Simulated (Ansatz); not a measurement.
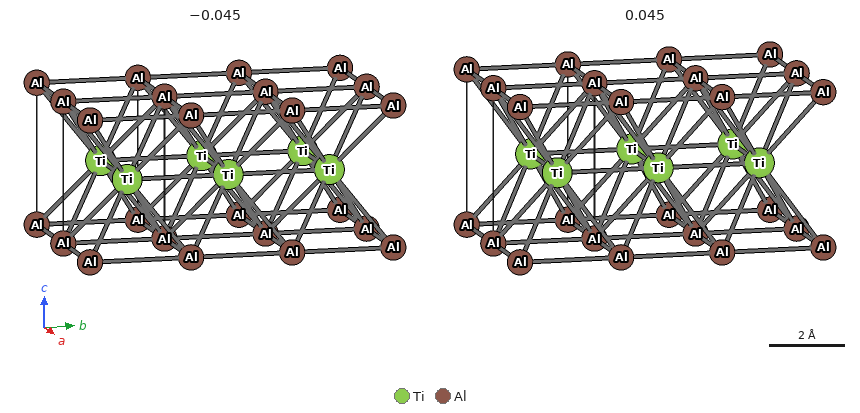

Solid TiAl (set up in P4/mmm), under strain along c alone (the other axes held, atoms fixed by symmetry), with energies (extrapolated to zero smearing) counted from the relaxed crystal, which is the row at zero. The picture shows the first and the last member. The picture is a ball-and-stick view of the cell of the calculation, repeated 2 × 3 × 1 with one cell outlined, seen slightly off an axis.

Computed with Ansatz 0.2.0: DFT r2SCAN, scalar-relativistic, plane waves, PAW. Settings: plane-wave cutoff 500 eV; k-point mesh 18 × 18 × 14; occupations gaussian; smearing width 0.1 eV; no spin polarisation.

```tsv
strain	energy (meV/atom)	a (Å)	c (Å)
−0.045	19.67	2.810	3.883
−0.03	8.93	2.810	3.944
−0.015	2.34	2.810	4.005
0.0	0.00	2.810	4.066
0.015	?	?	?
0.03	8.09	2.810	4.188
0.045	17.85	2.810	4.249
```

### Estimate the missing row from the others, and compare with the calculation.

A parabola through three neighbouring rows (−0.015, 0.0, 0.03) gives, with Lagrange weights, (−0.3333)(2.34) + (1.0000)(0.00) + (0.3333)(8.09) = 1.92 meV/atom. The calculation gives 2.01 meV/atom (a = 2.810 Å, c = 4.127 Å). The estimate is 0.09 meV/atom too low. From the first member to the last: Al–Ti 2.778 → 2.909 Å.

The whole series:

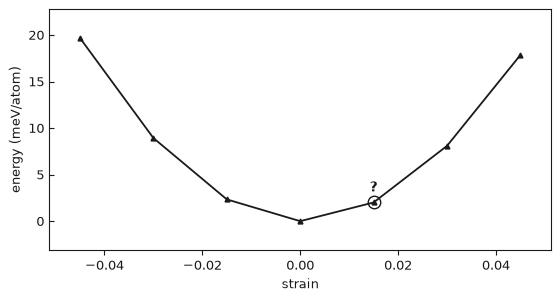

Each member starts from this one structure; whether another phase lies lower wasn't checked.
